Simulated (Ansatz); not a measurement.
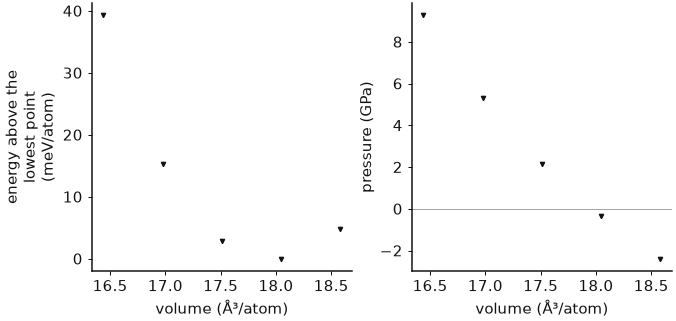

Computed with Ansatz 0.2.0 development build: equation of state of a cubic crystal from periodic Kohn-Sham density functional theory without spin; pressure corrected for the finite basis. Level: HSE06.

structure type fcc; atoms in cell 1; space group number 225; lattice centring face-centred primitive; k mesh 6×6×6; occupation method Fermi–Dirac; occupation width 0.1 eV; wave cutoff 420 eV; datasets soft-1 PAW; density tolerance 0 eV; bands 14; density cutoff ratio 4; search for lower states default; exchange singularity Wigner-Seitz.

Energy above the lowest point and pressure against volume for Ag, space group Fm-3m (No. 225) (one of a set of cubic test structures, which need not be the stable phase).

The energy above the lowest point is 39.3 meV/atom at volume 16.44 Å³/atom and 4.7 meV/atom at 18.58 Å³/atom; the lowest computed point is at volume 18.05 Å³/atom (0.0 meV/atom). The pressure falls from 9.3 GPa at volume 16.44 Å³/atom to −2.4 GPa at 18.58 Å³/atom, and changes sign near 17.97 Å³/atom.

Caveats: coarse k-mesh, values are not converged in k.
